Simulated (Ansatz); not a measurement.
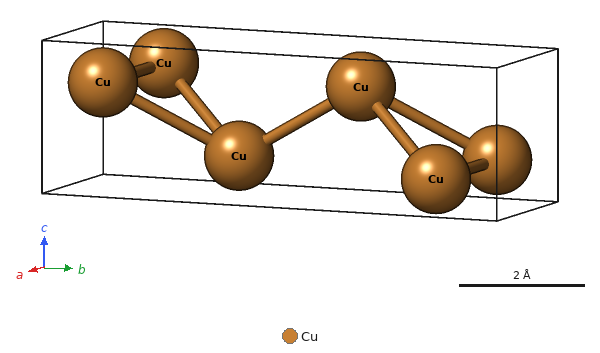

*The starting structure (ball-and-stick view of the cell 2 times as large as that of the calculation, set on its symmetry axes, seen slightly off an axis). An atom can appear more than once, as a periodic image.*

Near neighbours in the periodic cell (some may lie outside the picture): Cu has 10 Cu at 2.44 to 2.54 Å.

# Run report: Cu, geometry relaxation

- system: Cu (Cmcm, 2 atoms in the cell)
- method: DFT r2SCAN, scalar-relativistic, plane waves, PAW, no spin polarisation (Ansatz 0.2.0)

The structure derives from a Materials Project entry.

**The input**
```yaml
crystal:
  lattice:
    - [1.21846369, -3.9763780104, 0.0]
    - [1.21846369, 3.9763780104, 0.0]
    - [0.0, 0.0, 2.4754955235]
  atoms:
    - { symbol: Cu, position: [0.13386665, 0.86613335, 0.25] }
    - { symbol: Cu, position: [0.86613335, 0.13386665, 0.75] }
basis:
  ecutwfc: 500
kpoints:
  mp_grid: { grid: [18, 18, 16] }
hamiltonian:
  xc: r2scan
scf:
  occupations: { method: gaussian, width: 0.1 }
output:
  forces: true
  stress: true
  eigenvalues: true
  write_density: true
  write_potential: true
  elf: true
  volumetric_format: npy
relax:
  adjacent_minimum: "off"
  f_tol: 0.005
  max_steps: 80
  cell: { stress_tol: 0.05 }
```

Hardware: 1 thread of AMD EPYC (Zen 3), 192 GiB of memory available, shared host.

Command:
```bash
ansatz run input.yaml --threads 1 --pin off --max-ram 2560MiB --backend cpu --events-out ev --progress --plain --runs-dir out
```

**What the program printed**
```
Engine: ansatz 0.2.0, x86_64-unknown-linux-gnu
Pseudopotentials: kind: paw
Pseudopotential: Cu, paw, valence charge 19, recommended cutoff 500 eV (meta_gga), Cu.paw.azcp
Functional definition: r2SCAN
  parameter k0 = 0.174
  parameter k1 = 0.065
  parameter a1 = 4.9479
  exchange = r2scan_x(k0 = k0, k1 = k1, a1 = a1)
  correlation = r2scan_c
Crystal: 2 atoms, lattice volume = 23.988 Å³
Basis set: ecut = 500 eV, 607 PW (Γ), exchange–correlation on 128×128×80 points (64 copies of the dense FFT grid, shifted against one another)
Bands: 23, of which v1, the nominal top of the filled ones, is band 19 counted from 1 (18 counted from 0)
Symmetry: 8 space group operations
Space group: Cmcm (ITA 63), of the structure as read, at distance tolerance 2.9e-5 Å
k-points: 819 of 5184
Non-local potential: Cu, projectors of the file, l = 0: 3, l = 1: 2, l = 2: 3, l = 3: 1
PAW form: soft (Blöchl's): semilocal exchange-correlation on the pseudo side does not see the compensation charge
PAW frozen core: Cu, regenerated for the run's functional (the file was generated under x = pbe(κ = 0.804, μ = 0.2195149727645171), c = pbe(β = 0.06672455060314922))
PAW one-centre angular grid: Cu, 590 points (default); XC on 160 Gauss nodes
Initial density: superposition of atomic densities (neutral atoms: chi_scale 0, normalization atom), corrected by the library's trained network
Initial wavefunctions: pseudopotential atomic-orbital guess
Functional: x = r2scan, c = r2scan; τ floored in thin density (d = 2e-4 eV/Å³)
SCF iter   1: F=—  HF=-13262.201908 eV  |F-HF|=—  |Δ(HF+E_count)|=         —  Δρ=4.01e-2  dr2=2.14e-1  dr2_τ=1.76e-3  ethr=1.77e-3  ⟨swp⟩=4.9  Hψ=69575  notcnv=0
preconditioner: auto → none  [metal: Δε(μ)=0.003 eV  Ē_g=11.187 eV  σ=0.100 eV  W_gap=0.02  n_scr=8 (ndim 8)  ℏωp=35.6 eV  f_vac=0.000  D(μ)=0.59/eV (n_scr^D=2)  sad-step TF]
SCF iter   2: F=—  HF=-13262.180580 eV  |F-HF|=—  |Δ(HF+E_count)|=   2.13e-2  Δρ=1.14e-2  dr2=1.10e-2  dr2_τ=2.44e-3  ethr=5.64e-4  ⟨swp⟩=2.1  Hψ=36976  notcnv=0  defer=147
SCF iter   3: F=—  HF=-13262.167130 eV  |F-HF|=—  |Δ(HF+E_count)|=   1.35e-2  Δρ=6.28e-3  dr2=6.55e-3  dr2_τ=5.21e-5  ethr=2.89e-5  ⟨swp⟩=2.0  Hψ=37368  notcnv=0  defer=147
SCF iter   4: F=—  HF=-13262.165330 eV  |F-HF|=—  |Δ(HF+E_count)|=   1.80e-3  Δρ=8.80e-4  dr2=1.79e-4  dr2_τ=9.15e-6  ethr=1.72e-5  ⟨swp⟩=1.8  Hψ=24934  notcnv=0  defer=147
SCF iter   5: F=—  HF=-13262.165357 eV  |F-HF|=—  |Δ(HF+E_count)|=   2.66e-5  Δρ=9.02e-4  dr2=8.48e-5  dr2_τ=6.56e-7  ethr=4.72e-7  ⟨swp⟩=2.0  Hψ=27658  notcnv=0  defer=147
SCF iter   6: F=—  HF=-13262.165409 eV  |F-HF|=—  |Δ(HF+E_count)|=   5.26e-5  Δρ=1.16e-4  dr2=1.31e-6  dr2_τ=4.16e-8  ethr=2.23e-7  ⟨swp⟩=2.0  Hψ=27375  notcnv=0  defer=147
SCF iter   7: F=-13262.165411 eV  HF=-13262.165411 eV  |F-HF|=1.11e-7  |Δ(HF+E_count)|=   2.17e-6  Δρ=1.99e-5  dr2=5.11e-8  dr2_τ=1.80e-9  ethr=2.63e-10  ⟨swp⟩=6.7  Hψ=131332  notcnv=0
SCF 1 converged in 7 iterations: F = -13262.165411 eV  dr2 = 5.11e-8
  greatest PAW one-centre occupation: 1.000 electrons in one spin orbital (limit 2), on the Cu atom at site 1 (counted from 0), in its partial waves of l = 0
relax step   1: F+E_penalty+E_count = -13262.16541140 eV  Δ(F+E_penalty+E_count) = +0.000e0 eV  max|allowed force component| = 6.374e-3 eV/Å  Δτ_max = 0.0000 Å  P = +0.242 GPa  Ω = 23.988 Å³  (7 SCF iters, dr2 threshold 1.00e-7 eV, accepted)
Crystal: 2 atoms, lattice volume = 24.007 Å³
Initial density: handed on by an earlier stage of this run
Initial wavefunctions: those handed on with the density
iter 1 solved again at ethr=5.33e-8 eV; its pass at ethr=3.10e-3 eV (dr2=2.03e-5 eV) is discarded
SCF iter   1: F=—  HF=-13262.165403 eV  |F-HF|=—  |Δ(HF+E_count)|=         —  Δρ=3.66e-4  dr2=1.99e-5  dr2_τ=1.52e-5  ethr=5.33e-8  ⟨swp⟩=2.7  Hψ=85088  notcnv=0
preconditioner: auto → none  [metal: Δε(μ)=0.004 eV  Ē_g=10.987 eV  σ=0.100 eV  W_gap=0.02  n_scr=8 (ndim 8)  ℏωp=35.5 eV  f_vac=0.000  D(μ)=0.64/eV (n_scr^D=2)]
SCF iter   2: F=—  HF=-13262.165431 eV  |F-HF|=—  |Δ(HF+E_count)|=   2.85e-5  Δρ=5.15e-4  dr2=3.33e-5  dr2_τ=2.22e-7  ethr=5.25e-8  ⟨swp⟩=2.0  Hψ=32176  notcnv=0
SCF iter   3: F=—  HF=-13262.165422 eV  |F-HF|=—  |Δ(HF+E_count)|=   9.03e-6  Δρ=4.79e-5  dr2=1.99e-7  dr2_τ=2.03e-9  ethr=5.25e-8  ⟨swp⟩=2.0  Hψ=27377  notcnv=0
SCF iter   4: F=-13262.165422 eV  HF=-13262.165422 eV  |F-HF|=4.41e-9  |Δ(HF+E_count)|=   1.83e-8  Δρ=1.09e-5  dr2=2.61e-8  dr2_τ=4.17e-10  ethr=4.77e-10  ⟨swp⟩=8.9  Hψ=132939  notcnv=0
SCF 2 converged in 4 iterations: F = -13262.165422 eV  dr2 = 2.61e-8
relax step   2: F+E_penalty+E_count = -13262.16542236 eV  Δ(F+E_penalty+E_count) = -1.096e-5 eV  max|allowed force component| = 3.809e-3 eV/Å  Δτ_max = 0.0001 Å  P = +0.125 GPa  Ω = 24.007 Å³  energy of the carried Pulay correction = -1.213e-5 eV  (4 SCF iters, dr2 threshold 1.81e-7 eV, accepted)
Crystal: 2 atoms, lattice volume = 24.027 Å³
iter 1 solved again at ethr=6.58e-8 eV; its pass at ethr=3.10e-3 eV (dr2=2.50e-5 eV) is discarded
SCF iter   1: F=—  HF=-13262.165394 eV  |F-HF|=—  |Δ(HF+E_count)|=         —  Δρ=4.02e-4  dr2=2.46e-5  dr2_τ=2.00e-5  ethr=6.58e-8  ⟨swp⟩=2.6  Hψ=86503  notcnv=0
preconditioner: auto → none  [metal: Δε(μ)=0.004 eV  Ē_g=10.980 eV  σ=0.100 eV  W_gap=0.02  n_scr=8 (ndim 8)  ℏωp=35.5 eV  f_vac=0.000  D(μ)=0.64/eV (n_scr^D=2)]
SCF iter   2: F=—  HF=-13262.165429 eV  |F-HF|=—  |Δ(HF+E_count)|=   3.54e-5  Δρ=5.74e-4  dr2=4.14e-5  dr2_τ=2.84e-7  ethr=6.47e-8  ⟨swp⟩=2.0  Hψ=32442  notcnv=0
SCF iter   3: F=—  HF=-13262.165418 eV  |F-HF|=—  |Δ(HF+E_count)|=   1.11e-5  Δρ=6.52e-5  dr2=3.76e-7  dr2_τ=4.67e-9  ethr=6.47e-8  ⟨swp⟩=2.0  Hψ=27361  notcnv=0
SCF iter   4: F=-13262.165418 eV  HF=-13262.165418 eV  |F-HF|=3.80e-8  |Δ(HF+E_count)|=   4.38e-8  Δρ=1.31e-5  dr2=1.91e-8  dr2_τ=6.12e-10  ethr=1.37e-10  ⟨swp⟩=8.9  Hψ=135117  notcnv=0
SCF 3 converged in 4 iterations: F = -13262.165418 eV  dr2 = 1.91e-8
  Residual-converged pass: ⟨swp⟩=1.0  Hψ=22127  notcnv=0  max |occ|·‖R‖ = 7.1e-9 eV (tolerance 1.0e-8 eV)  dr2=1.91e-8  dr2_τ=6.12e-10  dr2_onsite=2.40e-8  max |Δocc| = 5.7e-11
relax step   3: F+E_penalty+E_count = -13262.16541812 eV  Δ(F+E_penalty+E_count) = +4.240e-6 eV  max|allowed force component| = 1.039e-4 eV/Å  Δτ_max = 0.0001 Å  P = -0.002 GPa  Ω = 24.027 Å³  energy of the carried Pulay correction = -2.527e-5 eV  (4 SCF iters, dr2 threshold 5.22e-8 eV, accepted)
Initial wavefunctions: pseudopotential atomic-orbital guess (no wavefunctions were taken with the density)
iter 1 solved again at ethr=4.80e-10 eV; its pass at ethr=3.10e-3 eV (dr2=1.82e-7 eV) is discarded
SCF iter   1: F=—  HF=-13262.165438 eV  |F-HF|=—  |Δ(HF+E_count)|=         —  Δρ=6.60e-5  dr2=3.89e-8  dr2_τ=2.05e-9  ethr=4.80e-10  ⟨swp⟩=4.1  Hψ=137209  notcnv=0
preconditioner: auto → none  [metal: Δε(μ)=0.003 eV  Ē_g=10.978 eV  σ=0.100 eV  W_gap=0.02  n_scr=8 (ndim 8)  ℏωp=35.5 eV  f_vac=0.000  D(μ)=0.64/eV (n_scr^D=2)]
SCF iter   2: F=—  HF=-13262.165444 eV  |F-HF|=—  |Δ(HF+E_count)|=   5.21e-6  Δρ=3.43e-5  dr2=1.32e-8  dr2_τ=6.42e-8  ethr=1.02e-10  ⟨swp⟩=2.0  Hψ=27882  notcnv=0
SCF iter   3: F=—  HF=-13262.165445 eV  |F-HF|=—  |Δ(HF+E_count)|=   1.78e-6  Δρ=1.18e-5  dr2=4.22e-9  dr2_τ=7.32e-9  ethr=3.48e-11  ⟨swp⟩=2.0  Hψ=27889  notcnv=0
SCF iter   4: F=—  HF=-13262.165446 eV  |F-HF|=—  |Δ(HF+E_count)|=   2.28e-7  Δρ=1.08e-5  dr2=1.49e-8  dr2_τ=1.63e-10  ethr=1.11e-11  ⟨swp⟩=2.0  Hψ=34469  notcnv=0
SCF iter   5: F=—  HF=-13262.165446 eV  |F-HF|=—  |Δ(HF+E_count)|=   1.19e-9  Δρ=1.48e-6  dr2=6.86e-10  dr2_τ=5.79e-11  ethr=1.11e-11  ⟨swp⟩=2.0  Hψ=27899  notcnv=0
SCF iter   6: F=-13262.165446 eV  HF=-13262.165446 eV  |F-HF|=7.09e-11  |Δ(HF+E_count)|=  8.77e-10  Δρ=2.85e-7  dr2=1.05e-11  dr2_τ=2.25e-12  ethr=1.00e-12  ⟨swp⟩=4.5  Hψ=95194  notcnv=0
SCF 4 converged in 6 iterations: F = -13262.165446 eV  dr2 = 1.05e-11
relax step   4: F+E_penalty+E_count = -13262.16544558 eV  Δ(F+E_penalty+E_count) = -2.746e-5 eV  max|allowed force component| = 8.187e-5 eV/Å  Δτ_max = 0.0000 Å  P = -0.002 GPa  Ω = 24.027 Å³  stress off target by 1.49e-2 GPa  SCF on the basis re-selected at this cell (its energy is not comparable with the rows above)  (6 SCF iters)
```

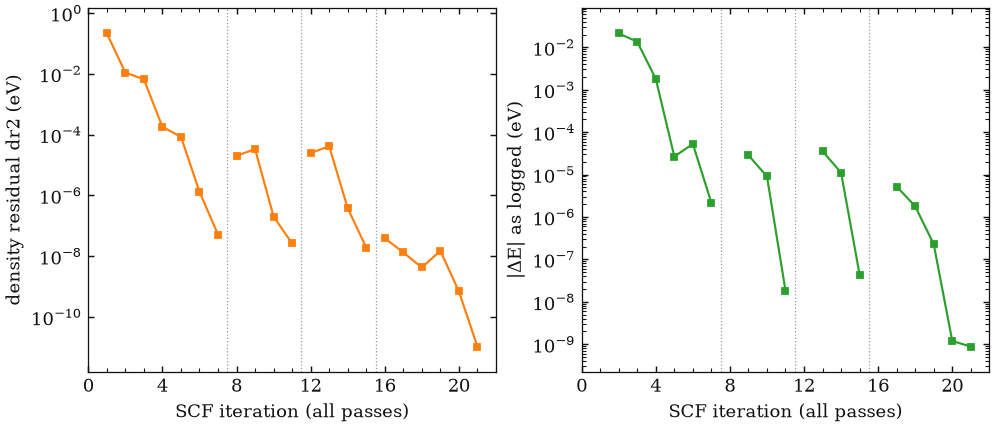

*Convergence of the self-consistent field: density residual dr2 and size of the energy change against the SCF iteration. The dotted lines part the SCF passes of the relaxation: geometry steps, rejected trials and re-solves on a re-selected basis.*

The passes take 7, 4, 4 and 6 iterations.

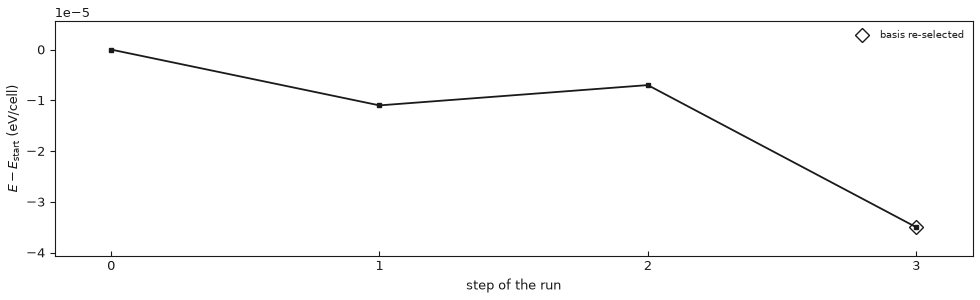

*Progress of the relaxation, step by step (the first geometry is step 0 here and step 1 in the log).*

The energy falls by next to nothing (0.0 meV per cell of the calculation) in 2 geometry steps. The largest force component goes from 0.0064 to under 0.0001 eV/Å. The pressure goes from 0.24 to 0.00 GPa. No atom moves by more than 0.005 Å relative to the cell. A last SCF at the same geometry on a re-selected plane-wave basis shifts the energy by next to nothing (0.0 meV per cell of the calculation).

```
basis re-selected at this cell: Δ(F+E_penalty+E_count) = -2.746e-5 eV, ΔP = +0.001 GPa vs the last step (what re-selecting the basis moved, of the pressure what is left beyond the Pulay correction that the steps carried, after the strain that the cell walked since its last selection, with what the two solves' SCF thresholds leave and, on support functions, any second-order correction that the steps lacked; it is no measure of the basis error at this ecutwfc). This SCF's stress stands 1.49e-2 GPa from its target on what of the cell is left free (relax.cell.stress_tol is 5.00e-2 GPa) and its largest allowed force component is 8.19e-5 eV/Å (relax.f_tol is 5.00e-3 eV/Å): within both
SCF converged after 6 iterations
Free energy (F): -13262.165446 eV
Harris-Foulkes:  -13262.165446 eV  (|F-HF|=7.09e-11)
Internal energy: -13262.162226 eV  (E = F + TS)
E sigma→0 (E₀):  -13262.163836 eV
Entropy (-TS):   -0.003219 eV (-1.610 meV/atom)
Fermi energy:    16.184228 eV
--- Per-component energies (eV) ---
  E_band       = -786.087382
  E_kinetic    = 600.096748
  E_local      = -8292.031827  (includes V_loc(G=0)·N_el)
  E_nonlocal   = 792.339031
  E_hartree    = 3664.787616
  E_xc         = -167.290091
  E_vxc        = -248.895832  (∫ρ·V_xc dr)
  E_paw        = -3357.786556  (= ΣΔE_a)
  E_vpaw       = -985.115647  (= ΣTr[D̂ρ^β])
  E_aug_tail   = 0.000305  (compensation charges beyond the density's cutoff)
  E_vtau       = 17.944413  (kinetic-family band-sum trace: ∫τ·v_τ [+ j·A + Jᵃ·Aᵃ] dr)
  E_ewald      = -6501.675237
  E_core_change = -0.602216  (= ΣΔE_core)
  E_smearing   = -0.003219  (= −TS)
  E_closure    = 0.000000  (closes the sum)
  Σ components = -13262.165446   (vs F -13262.165446, Δ=0.00e0)
--- Forces (eV/Å), atoms counted from 1 ---
  atom   1  Cu    -0.00000000    -0.00008187    -0.00000000
  atom   2  Cu     0.00000000     0.00008187     0.00000000
  max |Σ_I F_I| component: 0.00e0 eV/Å
--- Stress (GPa, compression-positive) ---
        0.010083       0.000000       0.000000
        0.000000      -0.014851       0.000000
        0.000000       0.000000       0.000246
  P = ⅓ Tr σ = -0.0015 GPa (-0.015 kbar)
--- Band table (eV; the first three rows and the last of 819) ---
  k-point 0: bands = ["-100.2341", "-100.2159", "-56.1209", "-56.0343", "-55.9966", "-55.9950", "-55.9887", "-55.9751", "6.6245", "11.0883", "11.8870", "12.3796", "13.1030", "13.3637", "13.7878", "14.1014", "14.2822", "14.4230", "14.7176", "16.1475", "21.2559", "31.6077", "35.3330"]
  k-point 1: bands = ["-100.2337", "-100.2158", "-56.1194", "-56.0371", "-56.0001", "-55.9959", "-55.9884", "-55.9750", "6.7302", "11.1495", "11.8999", "12.3922", "13.0784", "13.3858", "13.7784", "14.0547", "14.3073", "14.4130", "14.4482", "16.5319", "21.2911", "30.3332", "35.4618"]
  k-point 2: bands = ["-100.2324", "-100.2155", "-56.1150", "-56.0451", "-56.0102", "-55.9986", "-55.9873", "-55.9747", "7.0442", "11.3229", "11.9355", "12.4200", "13.0105", "13.4413", "13.7480", "13.9519", "14.0109", "14.3492", "14.3896", "17.3325", "21.4014", "28.0242", "35.8429"]
  k-point 818: bands = ["-100.2177", "-100.2177", "-56.1260", "-56.1260", "-56.0230", "-56.0230", "-55.9754", "-55.9754", "11.0144", "11.0144", "12.5013", "12.5013", "13.6388", "13.6388", "14.1359", "14.1359", "14.5974", "14.5974", "15.2003", "15.2003", "20.1065", "20.1065", "34.8570"]
--- Relaxed structure (3 steps of the walk, 3 accepted, 1 SCFs on fresh bases) ---
  F+E_penalty+E_count = -13262.16544558 eV   max|allowed force component| = 8.187e-5 eV/Å   (the final SCF, on the basis selected at the relaxed cell)
  cell:  # Å, volume = 24.0271 Å³
    - [1.219299201645294, -3.9775942606720185, -2.0948658102785148e-19]
    - [1.219299201645294, 3.9775942606720185, 2.0948658102785216e-19]
    - [6.6124919580375705e-34, 1.3041594441258887e-19, 2.47708771126168]
  atoms:
    - { symbol: Cu, position: [0.13383819182168488, 0.8661618081783151, 0.25] }
    - { symbol: Cu, position: [0.8661618081783151, 0.13383819182168488, 0.75] }
```

**Trajectory as extended XYZ (Å, eV, eV/Å), 4 frames, from step=1 to step=4**
```
2
Lattice="1.2185 -3.9764 0.0000 1.2185 3.9764 0.0000 0.0000 0.0000 2.4755" Properties=species:S:1:pos:R:3:forces:R:3 step=1 energy=-13262.16541 pressure_GPa=0.24
Cu    1.2185    2.9118    0.6189    0.0000   0.0064   0.0000
Cu    1.2185   -2.9118    1.8566    0.0000  -0.0064   0.0000
2
Lattice="1.2188 -3.9771 0.0000 1.2188 3.9771 0.0000 0.0000 0.0000 2.4762" Properties=species:S:1:pos:R:3:forces:R:3 step=2 energy=-13262.16542 pressure_GPa=0.13
Cu    1.2188    2.9124    0.6191    0.0000   0.0038   0.0000
Cu    1.2188   -2.9124    1.8572    0.0000  -0.0038   0.0000
2
Lattice="1.2193 -3.9776 0.0000 1.2193 3.9776 0.0000 0.0000 0.0000 2.4771" Properties=species:S:1:pos:R:3:forces:R:3 step=3 energy=-13262.16542 pressure_GPa=-0.00
Cu    1.2193    2.9129    0.6193    0.0000   0.0001   0.0000
Cu    1.2193   -2.9129    1.8578    0.0000  -0.0001   0.0000
2
Lattice="1.2193 -3.9776 0.0000 1.2193 3.9776 0.0000 0.0000 0.0000 2.4771" Properties=species:S:1:pos:R:3:forces:R:3 step=4 energy=-13262.16545 pressure_GPa=-0.00
Cu    1.2193    2.9129    0.6193    0.0000  -0.0001   0.0000
Cu    1.2193   -2.9129    1.8578    0.0000   0.0001   0.0000
```

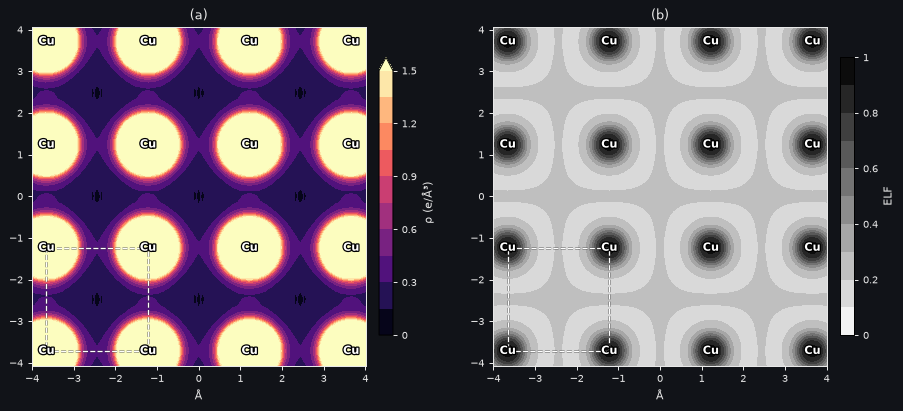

*(a) valence electron density; (b) electron localisation function on the (010) plane of the conventional cell.*

Cu–Cu (2.44 Å): the density is about 0.31 e/Å³ at the midpoint; the ELF is about 0.20 at the midpoint; no shared electron pair. Away from the nuclei the density in this plane falls to 0.14 e/Å³ at its lowest. The strong features right at Cu lie inside the PAW spheres (semicore, d or f shells) and say nothing about bonding. The fields are those of the smooth PAW valence density.

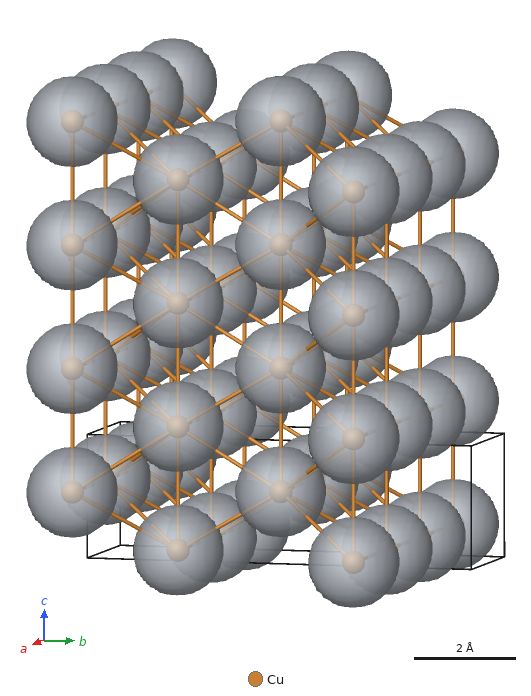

*Isosurface of the valence electron density at 0.6 e/Å³ (grey), seen at an oblique angle. Sticks mark near contacts. The outline is the cell set on symmetry axes.*

At this value the density breaks into separate islands; it holds about 85 % of the electrons treated as valence (semicore included). It is pinched off along the Cu–Cu (2.44 Å) and Cu–Cu (2.54 Å) contacts. On the grid the lowest density along these lines, outside the cores, is 0.31 e/Å³ (Cu–Cu, 2.44 Å) and 0.28 e/Å³ (Cu–Cu, 2.54 Å).

**Key numbers**

```tsv
quantity	value
outcome	converged
space group (tolerance 0.01 Å)	Cmcm (63)
electrons treated	38
free energy	−13262.1654 eV
Fermi energy	16.184 eV
gap on the k-point mesh	none (metallic)
pressure	0.00 GPa
final volume	24.03 Å³
largest force (length of the vector) at the end	under 0.001 eV/Å
final cell	a = 4.160 Å, b = 4.160 Å, c = 2.477 Å, α = 90.00°, β = 90.00°, γ = 145.92°
wall time	3.9 min
peak memory	0.87 GiB
```
